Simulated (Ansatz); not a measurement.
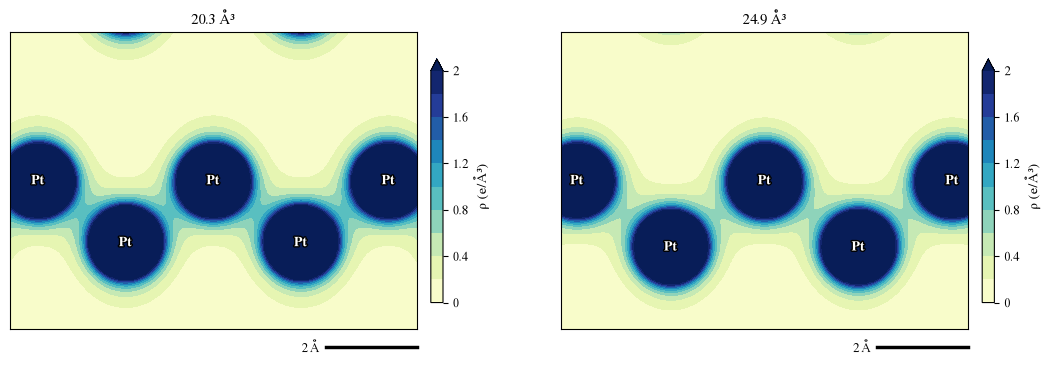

Pt. The valence pseudo-density of cells scaled evenly to different volumes (given per atom above each panel), on the (101̄) plane of each (indices in the axes of the cell below), at one length scale and on one colour scale.

A generated structure, not necessarily the stable one.

Theory: DFT, PBEsol, plane waves (420 eV) with PAW, scalar-relativistic in Ansatz.

The largest cell:

```cif
data_structure
_symmetry_space_group_name_H-M 'P 1'
_symmetry_Int_Tables_number 1
_cell_length_a 4.1302
_cell_length_b 4.1302
_cell_length_c 4.1302
_cell_angle_alpha 60.000
_cell_angle_beta 60.000
_cell_angle_gamma 60.000
_cell_volume 49.82
loop_
_atom_site_label
_atom_site_type_symbol
_atom_site_fract_x
_atom_site_fract_y
_atom_site_fract_z
_atom_site_occupancy
Pt1 Pt 0.12500 0.12500 0.12500 1
Pt2 Pt 0.87500 0.87500 0.87500 1
```

| volume (Å³/atom) | Pt–Pt contact in the plane (Å) | ρ at its midpoint (e/Å³) | pressure (GPa) | 
| --- | --- | --- | --- |
| 20.30 | 2.362 | 0.839 | 24.1 | 
| 22.14 | 2.432 | ? | ? | 
| 24.91 | 2.529 | 0.610 | −8.4 | 

> Estimate the missing row, and compare with the calculation.

Over the known rows ln ρ falls by 1.91 per Å of Pt–Pt distance (the line through the two), which gives 0.734 e/Å³ at 2.432 Å; the calculation gives 0.736 e/Å³. For the pressure, a straight line in volume between the neighbouring rows gives 11.1 GPa; the calculation gives 6.1, lower because pressure rises ever faster on compression.
